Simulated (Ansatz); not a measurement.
**A series of single points on Rh**

System: Rh (Im-3m, 1 atom in the cell).
Method: DFT, revPBE, plane waves (420 eV) with PAW, scalar-relativistic, no spin polarisation (Ansatz 0.2.0).

The 5 runs differ only in the geometry, by an even scaling of the cell at fixed fractional positions.

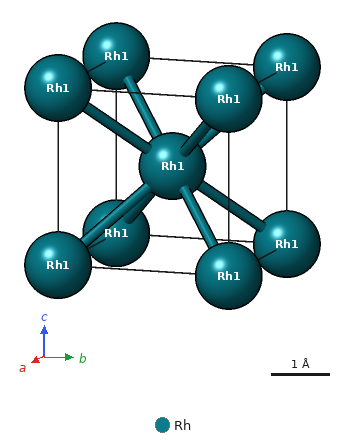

Figure 1. The structure of run 3 (ball-and-stick view of the cell 2 times as large as that of the calculation, set on its symmetry axes, seen slightly off an axis; atoms are numbered from 1 in the order of the input).

## Input of run 3
```yaml
crystal:
  lattice:
    - [-1.563760023, 1.563760023, 1.563760023]
    - [1.563760023, -1.563760023, 1.563760023]
    - [1.563760023, 1.563760023, -1.563760023]
  atoms:
    - { symbol: Rh, position: [0.0, 0.0, 0.0] }
hamiltonian:
  xc: revpbe
  pseudopotentials:
    kind: paw
    azcp:
      Rh: "pseudopotentials/Rh.paw.azcp"
basis:
  ecutwfc: 420
  fft_grid_basis: typed
kpoints:
  mp_grid: { grid: [16, 16, 16], shift: [0, 0, 0] }
magnetization:
  spin_polarized: false
scf:
  occupations: { method: fermi_dirac, width: 0.1 }
  lower_state_search: "off"
output:
  stress: true
```

Command:
```bash
ansatz run input.yaml --threads 2 --pin off --max-ram 5120MiB --backend cpu --events-out ev --progress --plain --runs-dir out
```

Lattice vectors (Å) and fractional positions of run 3:
```
  -1.563760    1.563760    1.563760
   1.563760   -1.563760    1.563760
   1.563760    1.563760   -1.563760
Rh  0.000000  0.000000  0.000000
```

Run 4 differs from it as follows:
```diff
-    - [-1.563760023, 1.563760023, 1.563760023]
-    - [1.563760023, -1.563760023, 1.563760023]
-    - [1.563760023, 1.563760023, -1.563760023]
+    - [-1.5835565553, 1.5835565553, 1.5835565553]
+    - [1.5835565553, -1.5835565553, 1.5835565553]
+    - [1.5835565553, 1.5835565553, -1.5835565553]
```

## Results, with one run withheld

```csv
run,volume per atom (Å³),"free energy per atom, from the lowest run given (meV)",pressure (GPa)
1,13.531,60.77,22.51
2,14.119,2.33,9.85
3,15.296,0.00,−7.76
4,15.884,?,?
5,16.472,99.24,−18.35
```

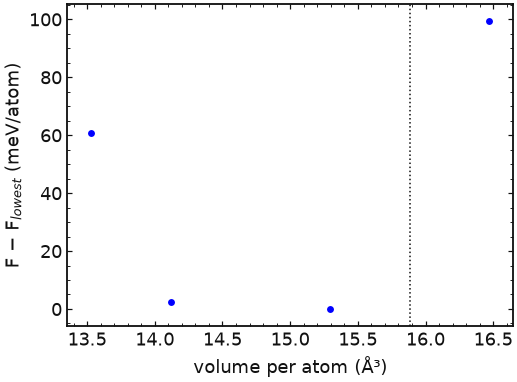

Figure 2. Free energy per atom of the runs given; the dotted line marks run 4.

Fit the runs given and predict run 4.

A quadratic polynomial in V^(−2/3) (the Birch–Murnaghan form), fitted to the 4 runs given, misses them by at most 1.16 meV per atom. With x = V^(−2/3) − 0.16601 Å⁻², it reads F = −14.422 − 665.84 x + 7.9763e+05 x² (meV per atom). At run 4 it gives 38.70 meV per atom, and the run itself gives 39.94. The slope of the fit gives a pressure −dF/dV of −13.87 GPa there, and the run prints −13.74 GPa. The two needn't agree exactly: the fit is approximate, and the printed stress is taken on a finite basis. The fit has its minimum at 14.729 Å³ per atom, where V d²F/dV² gives 214 GPa: the bulk modulus at this level, since symmetry fixes the shape and the positions. So low a polynomial doesn't follow these energies more closely.

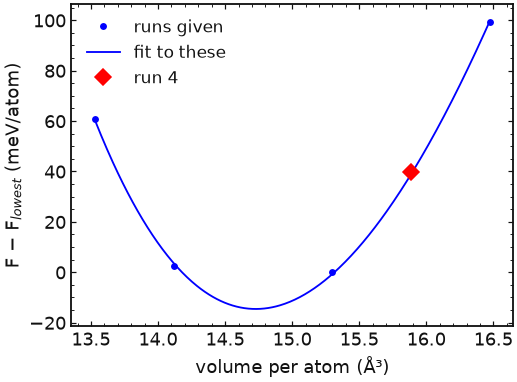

Figure 3. The fit and the withheld run.

## Output, shortened to warnings, some set-up lines, iterations and results (run 4)
```
Basis set: ecut = 420 eV, 321 PW (Γ)
Symmetry: 48 space group operations
k-points: 145 of 4096
Initial density: superposition of atomic densities (neutral atoms: chi_scale 0, normalization atom), corrected by the library's trained network
[...]
SCF iter   1: F=—  HF=-6407.857359 eV  |F-HF|=—  |Δ(HF+E_count)|=         —  Δρ=7.35e-3  dr2=3.08e-3  ethr=1.77e-3  ⟨swp⟩=4.9  Hψ=10261  notcnv=0
SCF iter   2: F=—  HF=-6407.856728 eV  |F-HF|=—  |Δ(HF+E_count)|=   6.31e-4  Δρ=3.72e-3  dr2=6.40e-4  ethr=1.81e-5  ⟨swp⟩=2.5  Hψ=4034  notcnv=0
SCF iter   3: F=—  HF=-6407.856559 eV  |F-HF|=—  |Δ(HF+E_count)|=   1.69e-4  Δρ=1.87e-3  dr2=8.95e-5  ethr=3.76e-6  ⟨swp⟩=2.5  Hψ=2786  notcnv=0
SCF iter   4: F=—  HF=-6407.856535 eV  |F-HF|=—  |Δ(HF+E_count)|=   2.35e-5  Δρ=3.52e-4  dr2=3.59e-6  ethr=5.27e-7  ⟨swp⟩=2.5  Hψ=3179  notcnv=0
SCF iter   5: F=-6407.856536 eV  HF=-6407.856536 eV  |F-HF|=9.83e-9  |Δ(HF+E_count)|=   7.06e-7  Δρ=3.76e-5  dr2=3.57e-8  ethr=2.11e-8  ⟨swp⟩=2.1  Hψ=2587  notcnv=0
SCF iter   6: F=-6407.856536 eV  HF=-6407.856536 eV  |F-HF|=1.37e-10  |Δ(HF+E_count)|=   1.79e-8  Δρ=2.29e-6  dr2=2.01e-10  ethr=2.10e-10  ⟨swp⟩=2.0  Hψ=6226  notcnv=0
SCF 1 converged in 6 iterations: F = -6407.856536 eV  dr2 = 2.01e-10
SCF converged after 6 iterations
Free energy (F): -6407.856536 eV
Harris-Foulkes:  -6407.856536 eV  (|F-HF|=1.37e-10)
Internal energy: -6407.769888 eV  (E = F + TS)
E sigma→0 (E₀):  -6407.813212 eV
Entropy (-TS):   -0.086647 eV (-86.647 meV/atom)
Fermi energy:    18.480777 eV
--- Per-component energies (eV) ---
  E_band       = -139.090324
  E_kinetic    = 570.443163
  E_local      = -1741.819119  (includes V_loc(G=0)·N_el)
  E_nonlocal   = 355.364838
  E_hartree    = 612.273230
  E_xc         = -220.442711
  E_vxc        = -276.274012  (∫ρ·V_xc dr)
  E_paw        = -3592.590119  (= ΣΔE_a)
  E_vpaw       = -271.352663  (= ΣTr[D̂ρ^β])
  E_aug_tail   = 0.000887  (compensation charges beyond the density's cutoff)
  E_ewald      = -2390.925194
  E_core_change = -0.074863  (= ΣΔE_core)
  E_smearing   = -0.086647  (= −TS)
  E_closure    = -0.000000  (closes the sum)
  Σ components = -6407.856536   (vs F -6407.856536, Δ=0.00e0)
--- Stress (GPa, compression-positive) ---
      -13.743168       0.000000       0.000000
       -0.000000     -13.743168      -0.000000
        0.000000       0.000000     -13.743168
  P = ⅓ Tr σ = -13.7432 GPa (-137.432 kbar)
```
